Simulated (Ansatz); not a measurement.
System: MoS$_{2}$.

The calculation's input:

```
crystal:
  lattice:
    - [3.1855822578, 0.0, 0.0]
    - [-1.5927911289, 2.5932674514, 0.0]
    - [0.0, 0.0, 14.5104515858]
  atoms:
    - { symbol: Mo, position: [0.3333333333, 0.6666666667, 0.25] }
    - { symbol: Mo, position: [0.6666666667, 0.3333333333, 0.75] }
    - { symbol: S, position: [0.3333333333, 0.6666666667, 0.6423151295] }
    - { symbol: S, position: [0.6666666667, 0.3333333333, 0.1423151295] }
    - { symbol: S, position: [0.3333333333, 0.6666666667, 0.8576848705] }
    - { symbol: S, position: [0.6666666667, 0.3333333333, 0.3576848705] }
basis:
  ecutwfc: 420
kpoints:
  mp_grid: { grid: [12, 12, 2] }
hamiltonian:
  xc: pbe
scf:
  occupations: { method: gaussian, width: 0.05 }
output:
  forces: true
  stress: true
  eigenvalues: true
  write_density: true
  write_potential: true
  elf: true
  volumetric_format: npy
```

Launched as:

```sh
ansatz run input.yaml --threads 1 --pin off --max-ram 2560MiB --backend cpu --events-out ev --progress --plain --runs-dir out
```

Below, planes, directions and counts refer to the conventional cell (a = 3.19 Å, b = 5.19 Å, c = 14.51 Å, α = 90.00°, β = 90.00°, γ = 90.00°).

Space group Cmcm; changed on purpose from its base cell (strain -0.0600 x Voigt [0, 1, 0, 0, 0, 0], atoms carried along); not relaxed (largest force 0.7 eV/Å); computed pressure about 9 GPa in this cell; computed without spin polarisation.

Method: Ansatz 0.2.0, DFT PBE, scalar-relativistic, plane waves, PAW.

### Predict the valence pseudo-density and electron localisation function between the atoms.

Mo–S (2.33 Å): ρ is about 0.7 e/Å³ halfway; the ELF peaks at about 0.85 in the valence shell of S, 0.8 Å from its nucleus, and is about 0.45 at the midpoint.

### Does the calculation give a band gap?

It is gapped, with a Kohn–Sham gap of 1.7 eV on the k-point mesh, an upper bound to the gap of this method.

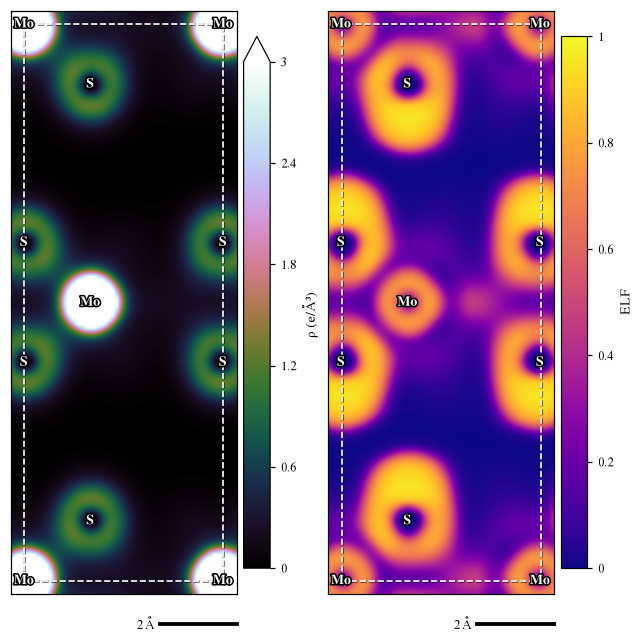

Computed valence pseudo-density and electron localisation function on the (100) plane of the conventional cell, in this order. 

In a PAW calculation such maps are meaningful between the atoms, not at the nuclei.
